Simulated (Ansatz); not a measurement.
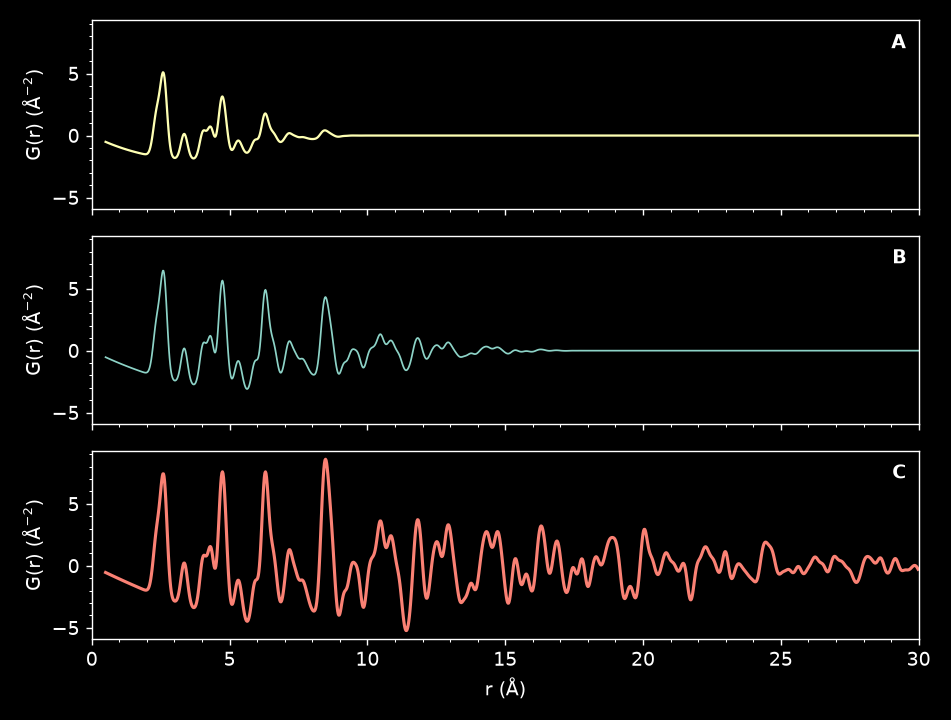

Simulated X-ray pair distribution function, G(r) = R(r)/r − 4πρ₀r, summed over the atomic distances of the structure with each pair weighted by the product of the atomic numbers (X-ray weights at Q = 0); every distance is a Gaussian of σ = 0.12 Å, for spherical particles of Ni with the bulk structure: the bulk G(r) is multiplied by the envelope of a sphere of diameter D, 1 − 3r/2D + r³/2D³, with no surface relaxation. The number density is 0.0878 atoms per Å³. It is based on the geometry relaxed with DFT, RPBE, plane waves (420 eV) with PAW, scalar-relativistic in Ansatz; the starting structure was generated, so it need not be a known form of this composition.

Question: The diameters are 10, 18 and 40 Å. Which curve belongs to which?

Answer: curve A: 10 Å; curve B: 18 Å; curve C: 40 Å. The smaller the particle, the sooner the oscillations die out.
